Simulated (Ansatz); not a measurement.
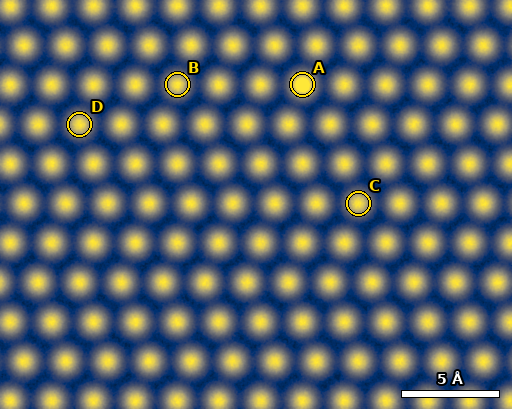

HAADF-like image of Ni (P6_3/mmc, No. 194) along [100]. The image is simulated as a sum over atoms of Z^1.7, blurred by a 0.99 Å probe (no channelling). The display is stretched by a gamma of 0.65; percentages refer to the linear signal. Shot noise was added.

The sample is 3 repeats (7.6 Å) thick. One point defect was put into the perfect crystal, without relaxing the atoms around it. Brightness is counted from the darkest point of the image. Host structure: coordinates from a relaxation with DFT, BLYP, plane waves (420 eV) with PAW, scalar-relativistic (Ansatz); the starting structure was generated, so it need not be a known form of this composition.

Q: Which ringed column holds the defect, and does it scatter more or less than its equals?

A; it scatters more. The column holds 3 atoms (Ni) through the sample, and one Ni atom is replaced by Pd, so its peak rises to about 145 % of that of its equals.
